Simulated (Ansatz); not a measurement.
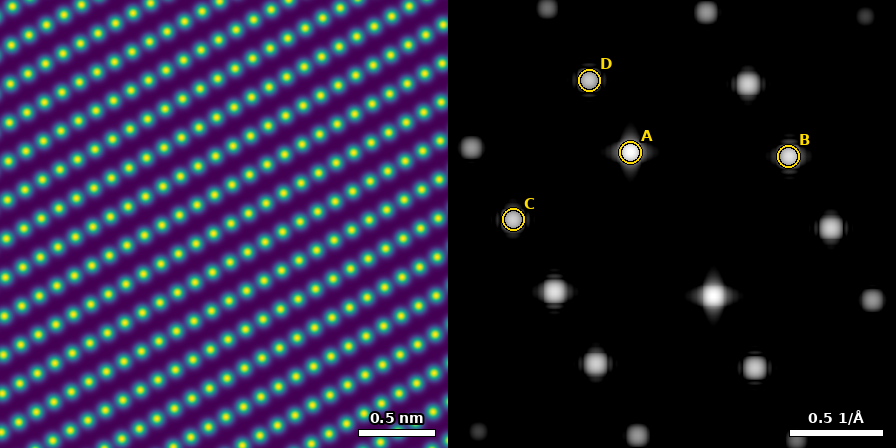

HAADF-like image of Ir (Fm-3m, No. 225) along [211]. The image is simulated as a sum over atoms of Z^1.6, blurred by a 0.74 Å probe (no channelling). The probe carries 15 % of its weight in a tail 2.5 times as wide. Model: the end point of a relaxation with DFT PBEsol, scalar-relativistic, plane waves, PAW (Ansatz); the starting structure was generated, so it need not be a known form of this composition.

The right panel is the modulus of the image's Fourier transform on a logarithmic scale.

a = 3.830 Å, b = 3.830 Å, c = 3.830 Å, α = 90.00°, β = 90.00°, γ = 90.00°

Question: Index the marked spots and give their plane spacings (the zone axis points at the viewer; indices equivalent by symmetry, or all signs reversed, are as good).

Answer: A: (1 -1 -1), d = 2.21 Å; B: (0 -2 2), d = 1.35 Å; C: (1 1 -3), d = 1.15 Å; D: (2 -2 -2), d = 1.11 Å. A and B enclose 90°, and every spot obeys the zone law hu + kv + lw = 0 for [211].
